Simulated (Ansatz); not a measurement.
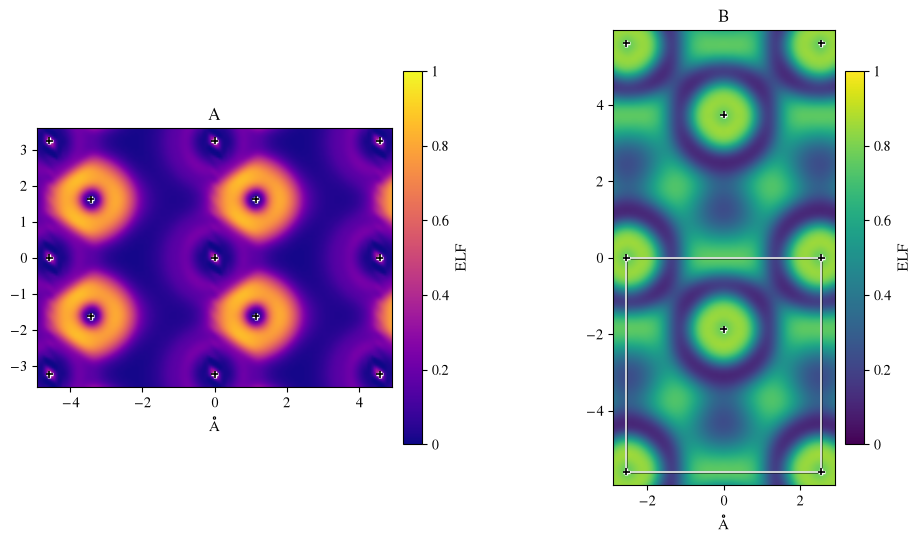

The electron localisation function of 2 systems, each on a plane through atoms (crosses mark nuclei in the plane).

These are results of Kohn-Sham DFT of a periodic cell, RPBE, Ansatz PAW (Ansatz 0.2.0), not measurements.

System 1: GaN, the (011) plane of the conventional cell. Space group F-43m; a structure from a database of computed crystals, not necessarily the ambient phase.

```
Ga N
1.0
     4.58420    0.00000    0.00000
     0.00000    0.00000   -4.58420
     0.00000    4.58420    0.00000
Ga N
4 4
Direct
  0.50000 0.50000 0.00000
  0.00000 0.50000 0.50000
  0.00000 0.00000 0.00000
  0.50000 0.00000 0.50000
  0.25000 0.75000 0.25000
  0.75000 0.75000 0.75000
  0.75000 0.25000 0.25000
  0.25000 0.25000 0.75000
```

System 2: Hf, the (110) plane of the conventional cell. Space group P6₃/mmc.

```cif
data_structure
_symmetry_space_group_name_H-M 'P 1'
_symmetry_Int_Tables_number 1
_cell_length_a 3.2355
_cell_length_b 3.2355
_cell_length_c 5.1009
_cell_angle_alpha 90.000
_cell_angle_beta 90.000
_cell_angle_gamma 120.000
_cell_volume 46.24
loop_
_atom_site_label
_atom_site_type_symbol
_atom_site_fract_x
_atom_site_fract_y
_atom_site_fract_z
_atom_site_occupancy
Hf1 Hf 0.66667 0.33333 0.75000 1
Hf2 Hf 0.33333 0.66667 0.25000 1
```

### Which map belongs to which system?

Panel A is system 1, GaN: the plane holds Ga and N. Ga–N (1.99 Å): the ELF peaks at about 0.85 in the valence shell of N, 0.7 Å from its nucleus, and is about 0.45 at the midpoint. Panel B is system 2, Hf: the plane holds Hf. Hf–Hf (3.16 Å): the ELF is about 0.25 at the midpoint; no localised pair shows between them.
